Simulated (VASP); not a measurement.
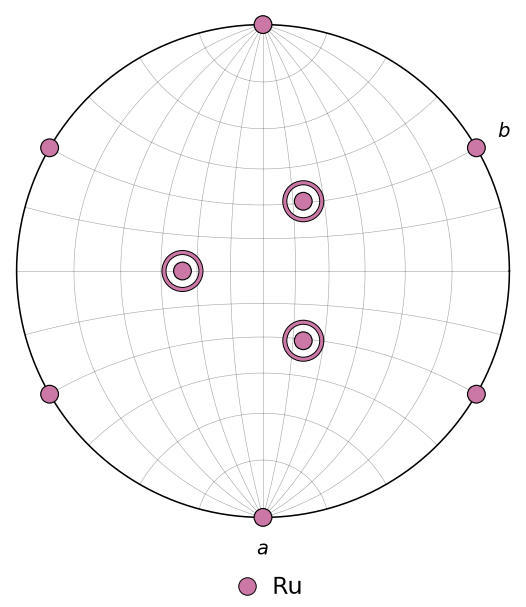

For Ru, the geometry relaxed with VASP Kohn-Sham DFT of a periodic cell, BLYP, VASP PAW PBE potentials, recommended in VASP: directions from one ruthenium atom at (2/3, 1/3, 3/4) to its bonded neighbours, in stereographic projection down c (filled: above the plane of the page or in it, open: below). Geometry calculated from the standardised cell; symmetry tolerance 0.002 Å.

Neighbours are counted up to 3.03 Å for Ru.

```cif
data_structure
_symmetry_space_group_name_H-M 'P 1'
_symmetry_Int_Tables_number 1
_cell_length_a 2.7658
_cell_length_b 2.7658
_cell_length_c 4.3637
_cell_angle_alpha 90.000
_cell_angle_beta 90.000
_cell_angle_gamma 120.000
_cell_volume 28.91
loop_
_atom_site_label
_atom_site_type_symbol
_atom_site_fract_x
_atom_site_fract_y
_atom_site_fract_z
_atom_site_occupancy
Ru1 Ru 0.66667 0.33333 0.75000 1
Ru2 Ru 0.33333 0.66667 0.25000 1
```

How many neighbours are there, and at what angles?

Answer. 12: 6 Ru at 2.70 Å, 6 Ru at 2.77 Å. Angles between bonds: 59° (12×), 60° (6×), 62° (6×), 90° (12×), 108° (3×), 120° (6×), 121° (12×), 146° (6×), 180° (3×).

What is the site's symmetry in the crystal?

Answer. Point group -6m2 (D3h), order 12: one −6 axis, three twofold axes, four mirror planes. In P6_3/mmc (No. 194) this is Wyckoff position 2c.
